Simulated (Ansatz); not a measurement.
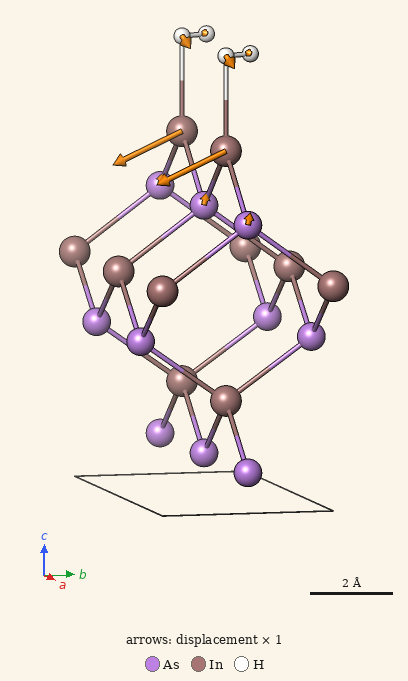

This is a constrained relaxation of a slab of composition In$_{3}$As$_{3}$H$_{2}$ (cut from the F-43m phase). The starting structure is drawn; orange arrows show the displacements, at their true length.

The picture is a ball-and-stick view of the 2 × 1 repeat of the cell, outlined in the plane, without the vacuum, seen slightly off an axis.

Case: H2 put at a top In site. The slab is the (1 0 0) face of InAs with H2 on it. 3 atoms are held fixed.

Level of theory: DFT PBEsol, scalar-relativistic, plane waves, PAW in Ansatz.

The input:
```yaml
crystal:
  lattice:
    - [4.304488435, 0.0, 0.0]
    - [0.0, 4.304488435, 0.0]
    - [0.0, 0.0, 26.6093324049]
  atoms:
    - { symbol: As, position: [0.0, 0.5, 0.3194368002] }
    - { symbol: In, position: [0.5, 0.5, 0.3766297601] }
    - { symbol: As, position: [0.5, 0.0, 0.43382272] }
    - { symbol: In, position: [0.0, 0.0, 0.489438032] }
    - { symbol: As, position: [0.0, 0.5, 0.5482065606] }
    - { symbol: In, position: [0.5, 0.5, 0.6074784764] }
    - { symbol: H, position: [0.5, 0.5, 0.6954175484] }
    - { symbol: H, position: [0.4316435502, 0.660268009, 0.6954175484] }
basis:
  ecutwfc: 420
kpoints:
  mp_grid: { grid: [7, 7, 1] }
hamiltonian:
  xc: pbesol
scf:
  occupations: { method: gaussian, width: 0.1 }
output:
  forces: true
  eigenvalues: true
  write_density: true
  write_potential: true
  elf: true
  volumetric_format: npy
relax:
  adjacent_minimum: "off"
  f_tol: 0.03
  max_steps: 70
  constraints: [{ sites: [0, 1, 2] }]
efield:
  axis: 3
  dipole_correction: true
  ramp_width: 0.04
```

Command:
```bash
ansatz run input.yaml --threads 4 --pin off --max-ram 10240MiB --backend cpu --events-out ev --progress --plain --runs-dir out
```

Which element moves most?

Answer. Indium: up to 1.93 Å, against 0.44 Å for hydrogen.

What did the optimiser do to the structure, and how much energy did it gain?

Answer. After 17 accepted moves (21 points after the start) the energy has fallen by 0.768 eV per cell of the calculation. The largest force component goes from 1.2 to 0.03 eV/Å. The line search rejected the trial steps at points 11, 14, 20 of the run. 1 step only repeated the SCF at the same geometry. The forces were under the threshold at step 12, but the run went on from there. The largest move is that of In6, 1.93 Å at 66° to the normal (−c side). Largest moves by element: In 1.93 Å, H 0.44 Å, As 0.32 Å. The lattice vectors keep their values. Among the contacts that change: As5–In6 5.064 → 3.316 Å, In6–H7 2.340 → 3.431 Å, In4–As5 2.660 → 2.874 Å, As5–In6 (another image) 2.668 → 2.862 Å. Among the angles between lasting bonds that change: In4–As5–In6 110.3° → 67.9°, In4–As5–In6 110.3° → 126.1°, As5–In4–As5 108.0° → 98.1°. Cost: 8.1 min on 4 threads of Arm Neoverse V1, on a shared host, peak memory 1.2 GiB.

Limits of the set-up: the periodic images lie only 4.3 Å apart, so the values are limited by the cell's size.
